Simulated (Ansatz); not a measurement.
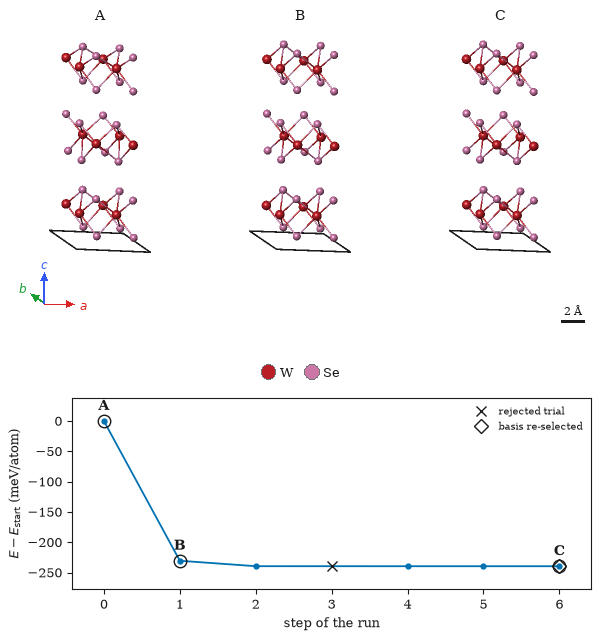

Frames of a relaxation of crystalline WSe₂ (set up in P1), marked on the history of the run. The picture is a ball-and-stick view of the 2 × 2 repeat of the cell, outlined in the plane, without the vacuum, seen slightly off an axis.

Case: all atoms moved at random, sigma 0.1 Å for each component; relaxed back.

These are results of DFT PBEsol, scalar-relativistic, plane waves, PAW (Ansatz), not measurements.

Input file:
```yaml
crystal:
  lattice:
    - [3.2709028621, 0.0, 0.0]
    - [-1.635451431, 2.8326849719, 0.0]
    - [0.0, 0.0, 29.1847499586]
  atoms:
    - { symbol: W, position: [0.6625770418, 0.346848388, 0.0030687072] }
    - { symbol: W, position: [0.3158492138, 0.6348276672, 0.776525466] }
    - { symbol: W, position: [0.333880426, 0.6845924898, 0.2305126925] }
    - { symbol: Se, position: [0.3287824053, 0.666322772, 0.0557847173] }
    - { symbol: Se, position: [0.6717636585, 0.3830598713, 0.8295873314] }
    - { symbol: Se, position: [0.6531217331, 0.3210565733, 0.276365433] }
    - { symbol: Se, position: [0.3868385839, 0.678377661, 0.9409405462] }
    - { symbol: Se, position: [0.6610271301, 0.3027275605, 0.7160661805] }
    - { symbol: Se, position: [0.6528264742, 0.3155203501, 0.1711489259] }
basis:
  ecutwfc: 420
kpoints:
  mp_grid: { grid: [12, 12, 1] }
hamiltonian:
  xc: pbesol
scf:
  occupations: { method: gaussian, width: 0.05 }
output:
  forces: true
  stress: true
  eigenvalues: true
  write_density: true
  write_potential: true
  elf: true
  volumetric_format: npy
relax:
  adjacent_minimum: "off"
  f_tol: 0.01
  max_steps: 80
  cell: { stress_tol: 0.1 }
```

Launched with:
```bash
ansatz run input.yaml --threads 2 --pin off --max-ram 5120MiB --backend cpu --events-out ev --progress --plain --runs-dir out
```

Describe the path.

Answer. After 4 accepted moves (6 points after the start) the energy has fallen by 240 meV per atom. The largest force component goes from 7.5 to 0.0022 eV/Å. The line search rejected the trial step at point 3 of the run. At 1 point the geometry stayed and the basis and grid were re-selected for the new cell (energy shift of less than 0.05 meV per atom at most each time). The atom that moves furthest relative to the layer's centre is Se6 (0.22 Å at 15° to the normal (+c side)). Largest moves by element: Se 0.22 Å, W 0.12 Å. In the plane the drawn cell goes a 6.542 → 6.542 Å (0.0 %), b 6.542 → 6.541 Å (0.0 %). Near-neighbour distances that change, for instance: W3–Se6 2.245 → 2.522 Å, W1–Se7 2.740 → 2.524 Å, W2–Se5 2.322 → 2.524 Å, W3–Se6 (another image) 2.353 → 2.522 Å. Among the angles between lasting bonds that change: Se6–W3–Se6 90.8° → 80.8°, W3–Se6–W3 90.7° → 80.8°, W3–Se6–W3 88.2° → 80.8°. The space group stays P1 (No. 1). Cost: 3.8 min on 2 threads of AMD EPYC 9R45 96-Core Processor (Zen 5), with other jobs on the host, peak memory 1.5 GiB. From step 0 to 1: Se6 moves most (0.25 Å), energy −231 meV per atom. From step 1 to 6: Se5 moves most (0.09 Å), energy −9.0 meV per atom.

```csv
step,"E − E(0), meV/atom","largest force component, eV/Å",note
0,0.00,7.4646,
1,-230.51,0.8796,
2,-239.47,0.0098,
3,-239.49,0.0174,rejected
4,-239.50,0.0031,
5,-239.51,0.0022,
6,-239.53,0.0022,"same geometry, new basis"
```

Limits of the set-up: layers or molecules are held without a dispersion correction, so their spacing is unreliable.
